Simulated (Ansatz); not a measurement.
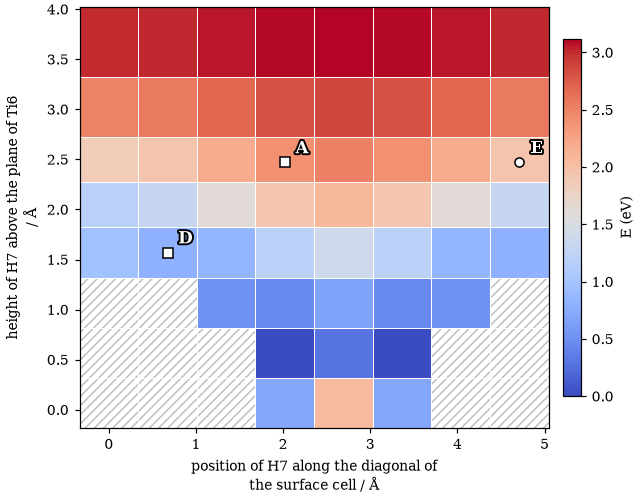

H on a Ti(100) slab cut from the P6/mmm phase, its upper half relaxed before the scan (6 atoms of substrate and one adsorbate in a 1 × 1 cell). 
- H is moved along a line over the surface and along the normal, above a rigid substrate.
- The first coordinate is: position of H7 along the diagonal of the surface cell, from above Ti6; the second: height of H7 above the plane of Ti6.
- The scan uses an 8 × 8 grid; 32 points were computed and 19 follow by symmetry. At 13 points there is no value (left out of the scan, as a rule where atoms come close).
- Points are written as (first, second).
- All energies are given in eV relative to the lowest grid point.
- The runs have no spin polarisation, so an open-shell adsorbate far from the surface lies too high.
- These are results of Ansatz 0.2.0, DFT PBE, scalar-relativistic, plane waves, PAW, not measurements. Settings: cutoff 420 eV, k-mesh 9×6×1, gaussian smearing 0.1 eV, no spin polarisation.

In the figure: one coloured cell a grid point, hatched blanks where no value was computed, lettered points.

Is A the lowest point of the computed grid?

Answer. No. A lies 2.41 eV above the lowest grid point, which is at (2.02 Å, 0.57 Å) [nearest 1 Ti at 1.96 Å].

Rank the lettered points by energy, lowest first.

Answer. D (0.80 eV), E (1.96 eV), A (2.41 eV).
